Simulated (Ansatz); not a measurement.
# TiCo: what the fields show

```cif
data_structure
_symmetry_space_group_name_H-M 'P 1'
_symmetry_Int_Tables_number 1
_cell_length_a 2.9861
_cell_length_b 2.9861
_cell_length_c 3.1205
_cell_angle_alpha 90.000
_cell_angle_beta 90.000
_cell_angle_gamma 90.000
_cell_volume 27.82
loop_
_atom_site_label
_atom_site_type_symbol
_atom_site_fract_x
_atom_site_fract_y
_atom_site_fract_z
_atom_site_occupancy
Ti1 Ti 0.00000 0.00000 0.00000 1
Co1 Co 0.50000 0.50000 0.50000 1
```

Space group P4/mmm; a structure from a database of computed crystals, not necessarily the ambient phase; changed on purpose from its base cell (strain +0.0450 x Voigt [0, 1, 0, 0, 0, 0], atoms carried along); computed pressure about −7 GPa in this cell; spin-polarised.

These are results of DFT PBE, scalar-relativistic, plane waves, PAW (Ansatz), not measurements.

The density is the valence pseudo-density of a PAW calculation; it isn't the true density close to the nuclei.

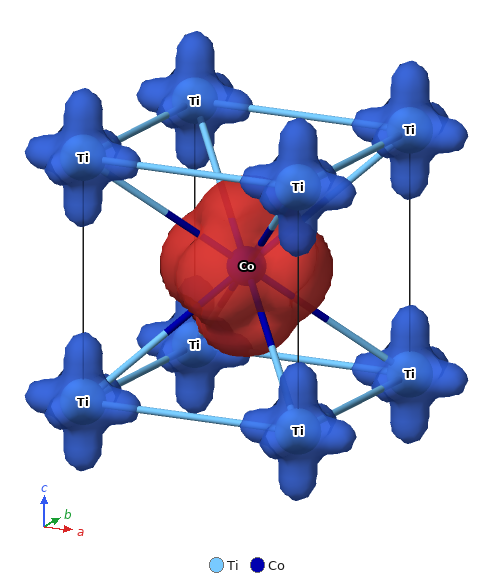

Figure 1. Isosurfaces of the magnetisation density (up minus down) at +0.02 (red) and −0.02 e/Å³ (blue), seen slightly off an axis. Sticks mark near contacts.

Q: Where is the spin, and how is it ordered?

A: The spin density sits on Co: +1.0 μB in one cell of 2 atoms, with smaller moments on Ti (up to −0.06 μB): parallel main moments, as they must be, since the calculation's own cell holds one magnetic site. The cell of the calculation (2 atoms) carries 0.9 μB of net spin moment.

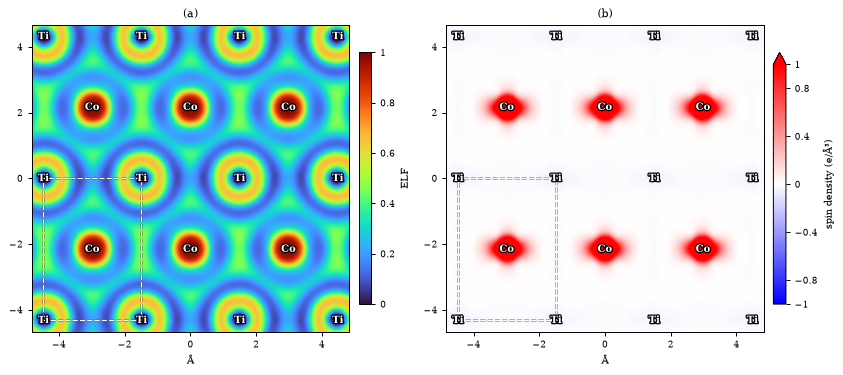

Figure 2. (a) ELF; (b) spin density on the (011̄) plane of the conventional cell.

Q: Interpret the plot.

A: The section cuts through Ti and Co sites. Ti–Co (2.63 Å): the ELF is about 0.25 at the midpoint; no localised pair shows between them. Co–Co (2.99 Å): the ELF is about 0.45 at the midpoint. Ti–Ti (2.99 Å): the ELF is about 0.20 at the midpoint (no localised pair shows between them). The features right at Ti and Co lie inside the PAW spheres, where the map follows smoothed inner orbitals and isn't to be read closely.

Q: Metal or insulator at this level of theory?

A: It is metallic or semimetallic at this level of theory: no gap opens.
